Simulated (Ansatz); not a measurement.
A series of calculations on Al2Ru

**1. Relaxation**

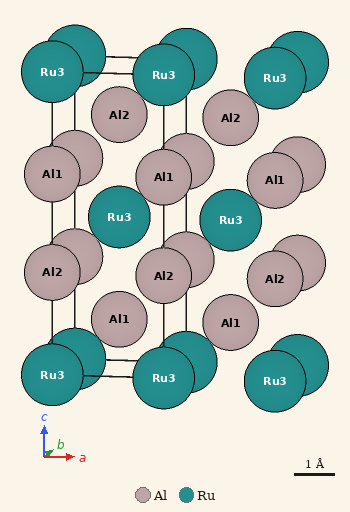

Solid Al2Ru (set up in I4/mmm), before the relaxation. The picture is a spheres-only view of the conventional cell (2 times the calculation's cell), repeated 2 × 1 × 1 with one cell outlined, seen slightly off an axis. Lengths and directions refer to the drawn axes.

Case: relaxed at 90 GPa.

Method: DFT PBEsol, scalar-relativistic, plane waves, PAW (Ansatz).

The input:
```yaml
crystal:
  lattice:
    - [-1.4284815535, 1.4284815535, 3.8493139855]
    - [1.4284815535, -1.4284815535, 3.8493139855]
    - [1.4284815535, 1.4284815535, -3.8493139855]
  atoms:
    - { symbol: Al, position: [0.66232898, 0.66232898, 0.0] }
    - { symbol: Al, position: [0.33767102, 0.33767102, 0.0] }
    - { symbol: Ru, position: [0.0, 0.0, 0.0] }
basis:
  ecutwfc: 420
kpoints:
  mp_grid: { grid: [20, 20, 20] }
hamiltonian:
  xc: pbesol
scf:
  occupations: { method: gaussian, width: 0.1 }
output:
  forces: true
  stress: true
  eigenvalues: true
relax:
  adjacent_minimum: "off"
  f_tol: 0.008
  max_steps: 50
  cell: { stress_tol: 0.08, p_target: 90.0 }
```

Command:
```bash
ansatz run input.yaml --threads 1 --pin off --max-ram 2560MiB --backend cpu --events-out ev --progress --plain --runs-dir out
```

Q: What does the optimiser find from here?

A: Over 4 accepted moves (5 points after the start) the energy rises by 60.4 meV per atom. With the target pressure of 90 GPa, the enthalpy E + pV changes by −2.9 meV per atom. The largest force component goes from 0.33 to 0.00035 eV/Å. The pressure goes from 84.94 to 89.99 GPa. At 1 point the geometry stayed and the basis and grid were re-selected for the new cell (energy shift of 0.1 meV per atom at most each time). The largest moves relative to the cell, 0.009 Å, are those of Al1 and Al2. Al2 goes along −c. Ru stays in place. The drawn cell changes as follows: a = b 2.857 → 2.844 Å (−0.4 %), c 7.699 → 7.683 Å (−0.2 %); the volume changes by −1.1 %. Among the contacts that change: Al1–Al2 2.430 → 2.410 Å, Al1–Ru3 2.600 → 2.585 Å, Al1–Al2 (another image) 2.499 → 2.513 Å, Ru3–Ru3 2.857 → 2.844 Å. The space group stays I4/mmm (No. 139). Cost: 3 min on 1 thread of AMD EPYC (Zen 3), on a shared host, peak memory 0.6 GiB.

**2. A change**

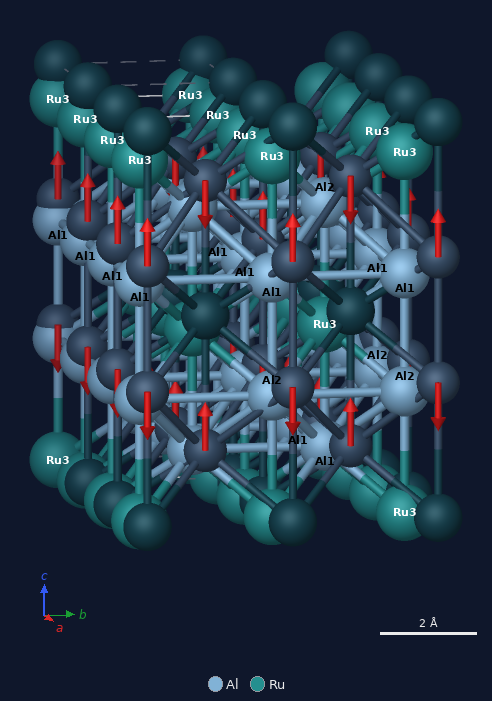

Solid Al$_{2}$Ru (set up in I4/mmm), drawn pale, and a changed version of it, drawn solid. The red arrows show how the atoms are displaced (without the part that the change of the cell carries along), magnified 30 times. Style: ball-and-stick. Shown: the conventional cell (2 times the calculation's cell), repeated 3 × 2 × 1 with one cell outlined, slightly off an axis. Lengths and directions refer to the drawn axes.

Method: DFT PBEsol, scalar-relativistic, plane waves, PAW (Ansatz). (plane-wave cutoff 420 eV; occupations gaussian; smearing width 0.1 eV; no spin polarisation) The k-mesh is chosen for each cell (18×18×18, 20×20×20).

What was done to the structure, and with what result?

Answer. The crystal is put under a hydrostatic pressure of 90 GPa. Cell and atoms are relaxed at that pressure. The drawn cell changes as follows: a = b 3.121 → 2.844 Å (−8.9 %), c 8.423 → 7.683 Å (−8.8 %); the volume changes by −24.3 %. The largest moves relative to the cell, 0.034 Å, are those of Al1 and Al2. Al1 goes along +c. Ru stays in place. Among the bonded contacts that change: Al–Ru 2.872 → 2.585 Å, Al–Al 3.121 → 2.844 Å, Al–Al 2.685 → 2.410 to 2.513 Å, Al–Ru 2.582 → 2.372 Å. The space group stays I4/mmm (No. 139). It costs 730 meV per atom. (The two runs use different k-meshes.) Pressure: 0.0 GPa before, 90.0 GPa after.

**3. Series**

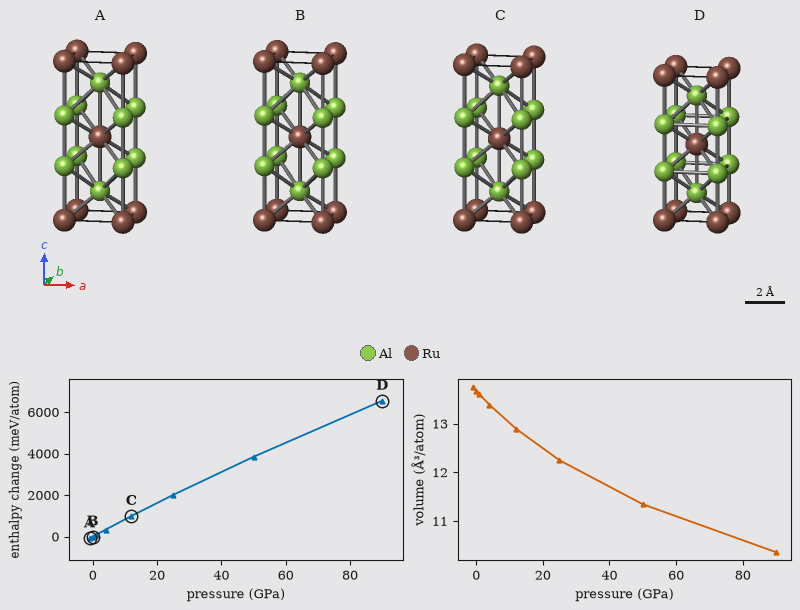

Members of a series of calculations on crystalline Al₂Ru (set up in I4/mmm), marked on the first curve. A ball-and-stick model of the conventional cell (2 times the calculation's cell), seen slightly off an axis. Lengths and directions refer to the drawn axes.

Theory: DFT PBEsol, scalar-relativistic, plane waves, PAW in Ansatz 0.2.0. (plane-wave cutoff 420 eV; occupations gaussian; smearing width 0.1 eV; no spin polarisation) The k-mesh is chosen for each cell (18×18×18, 20×20×20).

**Describe the series.**

The structure is relaxed at several pressures. A (pressure −1.0 GPa): enthalpy change −85.6 meV/atom, volume 13.75 Å³ per atom. B (pressure 0.0 GPa): enthalpy change 0.0 meV/atom, volume 13.68 Å³ per atom. C (pressure 12.0 GPa): enthalpy change 993 meV/atom, volume 12.89 Å³ per atom. D (pressure 90.0 GPa): enthalpy change 6550 meV/atom, volume 10.36 Å³ per atom. The rest compares A with D. The drawn cell changes as follows: a = b 3.127 → 2.844 Å (−9.0 %), c 8.439 → 7.683 Å (−9.0 %); the volume changes by −24.7 %. Some distances before and after: Al–Ru 2.878 → 2.585 Å, Al–Al 3.127 → 2.844 Å, Al–Al 2.691 → 2.410 to 2.513 Å.
